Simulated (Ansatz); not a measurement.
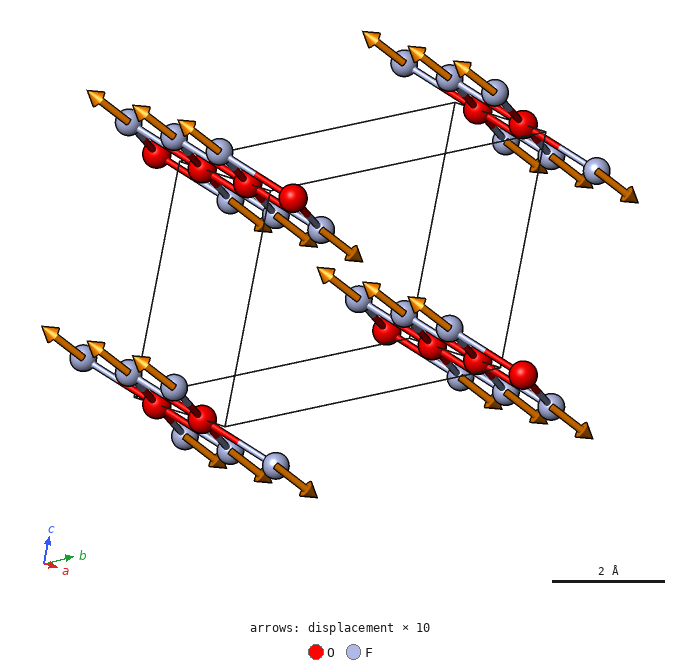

This is a relaxation of crystalline OF2 (built on the SiS2-72 type type). The starting structure is drawn; orange arrows show the displacements (the part carried along by the change of the cell is left out), magnified 10 times.

Style: ball-and-stick. Shown: the reduced cell, slightly off an axis. Lengths and directions refer to the drawn axes.

Level of theory: DFT, r2SCAN+rVV10, plane waves, PAW (Ansatz 0.2.0). Settings: plane-wave cutoff 500 eV; k-point mesh 6 × 6 × 6; occupations fermi dirac; smearing width 0.03 eV; no spin polarisation; cell and atoms relaxed; force threshold 0.01 eV/Å; at most 120 steps.

Q: What did the optimiser do to the structure, and how much energy did it gain?

A: The energy falls by 25.5 meV per atom in 10 accepted moves (12 points after the start). The largest force component goes from 0.062 to 0.00019 eV/Å. The pressure goes from −0.45 to 0.00 GPa. At 2 points the geometry stayed and the basis and grid were re-selected for the new cell (energy shift of 3.1 meV per atom at most each time). The largest moves relative to the cell, 0.10 Å, are those of F atoms. O stays in place. Cell: a 4.949 → 4.935 Å (−0.3 %), b = c 5.159 → 4.526 Å (−12.3 %), α 64.6° → 68.1°, β 61.3° → 57.0°, γ 61.3° → 57.0°. Volume −27.9 %. The space group stays Cmmm (No. 65).
